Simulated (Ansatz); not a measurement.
System: PtS₂, space group P-3m1 (No. 164).

The given structure:
```
CELL_PARAMETERS angstrom
3.54320 0.00000 0.00000
-1.77160 3.06850 0.00000
0.00000 0.00000 5.03880
ATOMIC_POSITIONS crystal
Pt 0.00000 0.00000 0.00000
S 0.66667 0.33333 0.77300
S 0.33333 0.66667 0.22700
```

Method: Born effective charges by linear response at the zone centre, in units of the proton charge, Cartesian axes of the given cell; plane-wave DFT, no spin polarisation (Ansatz 0.2.0). Level: PBE.

- k mesh: 7×7×4
- occupations: fixed
- potentials: Ansatz PAW
- wave cutoff: 420 eV
- density cutoff: 1680 eV
- program settings: xc grid level 2, xc grid task dfpt_response

Predict the mean Born effective charge of each atom. The cases: Pt; S 1; S 2.

The largest in size is that of Pt, 1.73 e, and the charges add up to 0.00 e. Pt is the most anisotropic: its diagonal components run from −0.60 to 2.90 e.

```
atom  mean Born effective charge (e)  Born charge xx (e)  Born charge zz (e)
  Pt                            1.73               2.902                -0.6
 S 1                           -0.87              -1.451                 0.3
 S 2                           -0.87              -1.451                 0.3
```

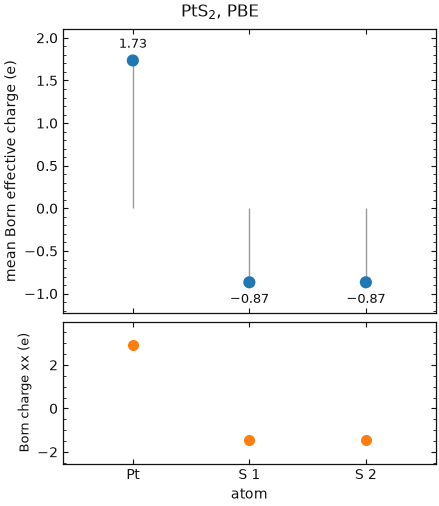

Limits of the calculation: spin-orbit coupling left out, heavy elements.
